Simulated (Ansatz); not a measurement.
Zn7Se8 (cell charge −2, with a compensating background) (cell with a defect)

```yaml
crystal:
  lattice:
    - [0.00000, 5.66489, -5.66489]
    - [5.66489, 5.66489, 0.00000]
    - [5.66489, 0.00000, -5.66489]
  atoms:
    - { symbol: Zn, position: [0.48679, 0.51321, 0.48679] }
    - { symbol: Zn, position: [0.01321, 0.98679, 0.48679] }
    - { symbol: Zn, position: [0.01321, 0.51321, 0.48679] }
    - { symbol: Zn, position: [0.48679, 0.98679, 0.01321] }
    - { symbol: Zn, position: [0.48679, 0.51321, 0.01321] }
    - { symbol: Zn, position: [0.01321, 0.98679, 0.01321] }
    - { symbol: Zn, position: [0.00000, 0.50000, 0.00000] }
    - { symbol: Se, position: [0.38081, 0.35757, 0.38081] }
    - { symbol: Se, position: [0.38081, 0.88081, 0.38081] }
    - { symbol: Se, position: [0.87415, 0.37415, 0.37755] }
    - { symbol: Se, position: [0.85757, 0.88081, 0.38081] }
    - { symbol: Se, position: [0.37755, 0.37415, 0.87415] }
    - { symbol: Se, position: [0.38081, 0.88081, 0.85757] }
    - { symbol: Se, position: [0.87415, 0.37415, 0.87415] }
    - { symbol: Se, position: [0.87415, 0.87755, 0.87415] }
```

Level of theory: Ansatz 0.2.0, DFT r2SCAN, scalar-relativistic, plane waves, PAW.

Core electrons are frozen (PAW), and the valence fields are smoothed inside the atomic spheres.

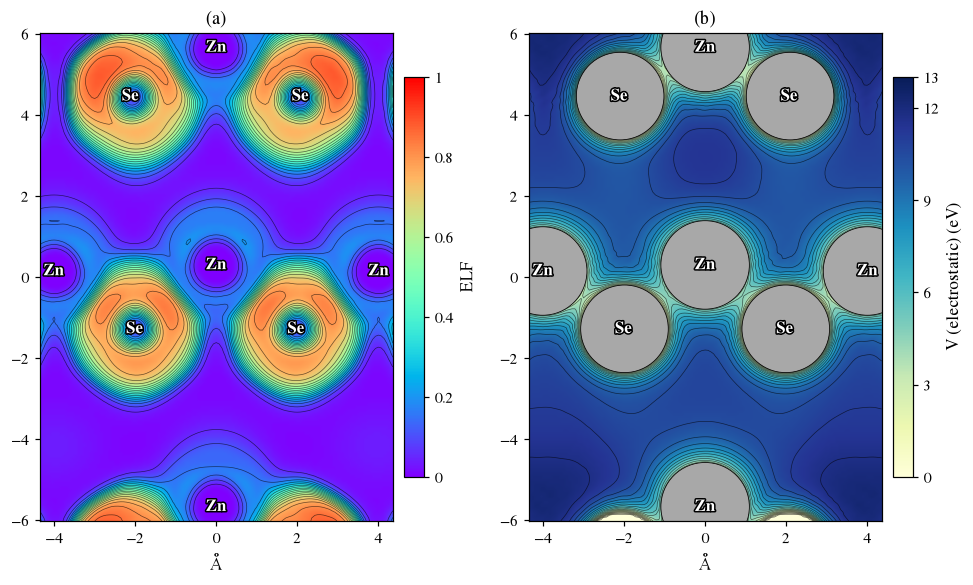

Figure 1. (a) ELF; (b) electrostatic potential (local pseudopotential plus Hartree) felt by an electron on the (011̄) plane of the calculation cell. Grey discs cover the atomic cores in the potential map.

Question: What do the fields say about this system?

Answer: The section cuts through Zn and Se sites. Zn–Se (2.42 Å): the ELF is about 0.65 at the midpoint. Zn–Se (2.47 Å): the ELF is about 0.60 at the midpoint. Zn–Se (2.54 Å): the ELF is about 0.60 at the midpoint. The ELF also peaks beside Se, away from the bonds: lone-pair regions. Outside the cores the potential energy rises away from the atoms and is highest about 2.1 Å from the nearest atoms; its zero is arbitrary.

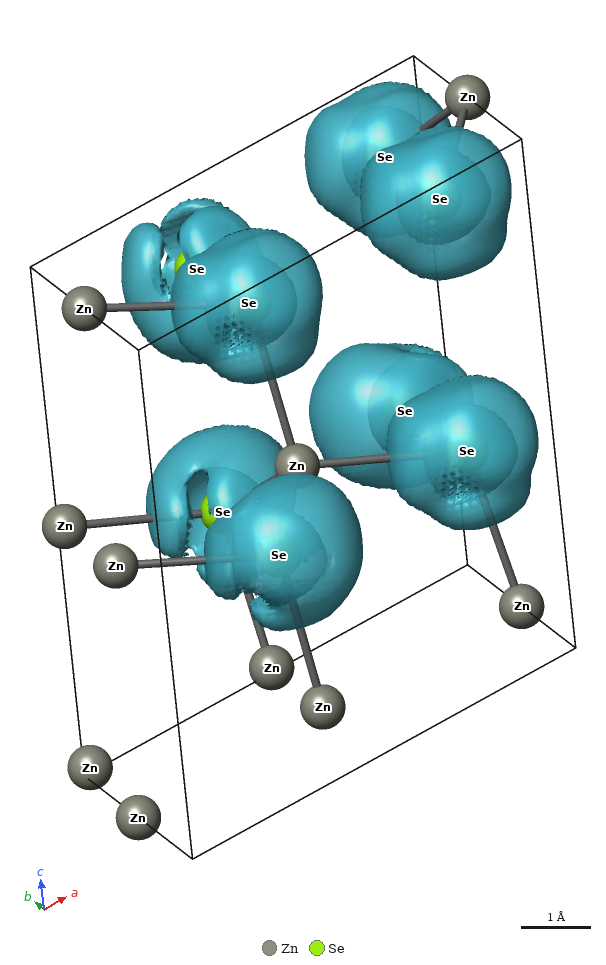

Figure 2. Isosurface of the ELF at 0.75 (cyan), seen slightly off an axis. Core shells and regions of very low density are left out. Sticks mark near contacts.

Question: Identify the bonds, lone pairs and shells in this picture.

Answer: The surface consists of eight regions wrapped around Se (the valence shell of each), counted in one cell of 15 atoms. Regions shared between cells count once.

Question: Does the calculation make it a metal, or give it a gap?

Answer: It is gapped, with a Kohn–Sham gap of 1.8 eV on the k-point mesh (the band edges may lie off the mesh, which would make the gap smaller).
